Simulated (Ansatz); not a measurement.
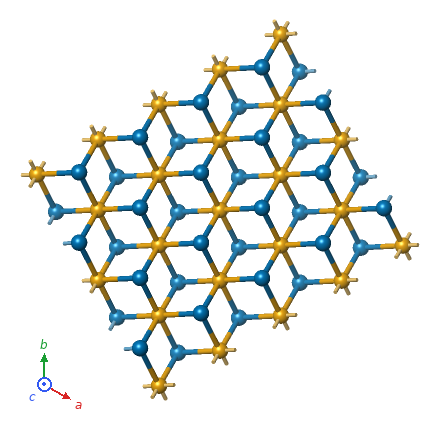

A cut-out of a periodic net derived from a crystal structure. Nodes are coloured by topological kind. One layer is drawn. Edges to nodes outside the piece are drawn as stubs.

Question: Classify the net: periodicity, connectivity, name.

Answer: A binodal (3,6)-connected, two-periodic (layers) net. It is the kgd net, known from the layers of CdI2 (1T type).

Question: Give point symbol and coordination sequence of each kind of node.

Answer: 3-connected node: 4^3, sequence 3, 12, 9, 24; 6-connected node: 4^6.6^6.8^3, sequence 6, 6, 18, 12.

Where the net comes from. The compound is WSe₂ (space group R-3m, No. 166), taken as the input geometry of an electronic-structure calculation (not necessarily at equilibrium); the starting structure was generated, so it need not be a known form of this composition. Bonds are taken as Se–W below 2.9 Å; no other contact counts. Simplification: prune 0- and 1-connected atoms, fold 2-connected ones into links. Se is a 3-connected node; W is a 6-connected node, in the ratio 2:1.
